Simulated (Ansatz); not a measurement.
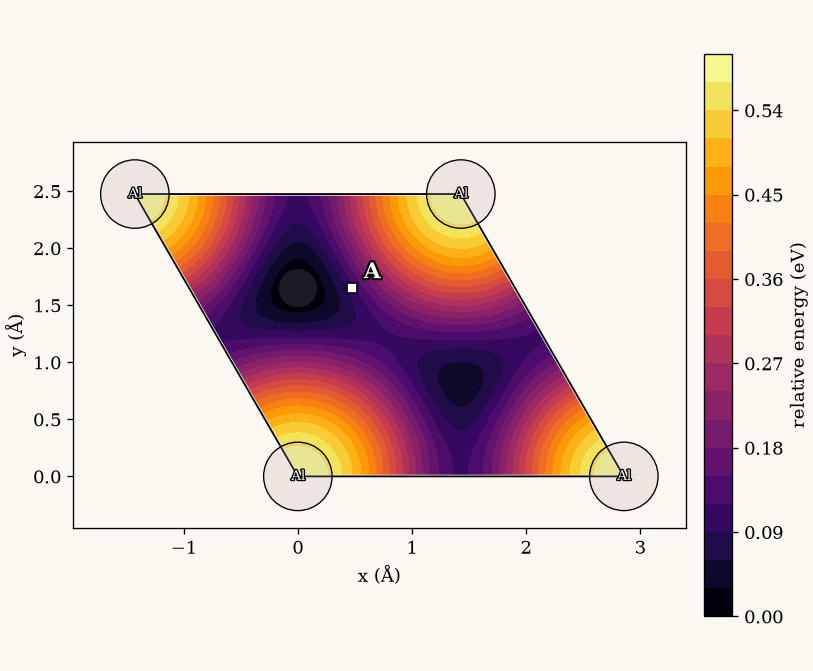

Al on an Al(111) slab cut from the Fm-3m phase, its upper half relaxed before the scan (12 atoms of substrate and one adsorbate in a 2 × 2 cell). Al is moved over the surface cell; relaxed at each place: the height of the adsorbate's atoms; substrate rigid; the origin of the map has the adsorbate above Al9. Places are given modulo a cell vector. The map is drawn in real space over the plane of the surface. Grid: 6 × 6 points; 10 points were computed and 26 follow by symmetry. Places are given in fractions of the 1 × 1 surface cell. Energies are in eV, from the lowest grid point. These are results of DFT PBE, scalar-relativistic, plane waves, PAW in Ansatz, not measurements. Settings: cutoff 420 eV, k-mesh 6×6×1, gaussian smearing 0.1 eV, no spin polarisation.

Drawn: filled contours, labelled circles for the atoms of the top layer and small ones for the second layer, the outline of one cell of the plane, the point A. Between grid points the surface is interpolated.

> Is A at rest? If not, where is it pushed?

A, at (3/6, 4/6) of the cell vectors, is not a stationary point. The computed force is 0.43 eV/Å in the plane, pointing down and left in the picture (components −0.38 and −0.22 eV/Å).
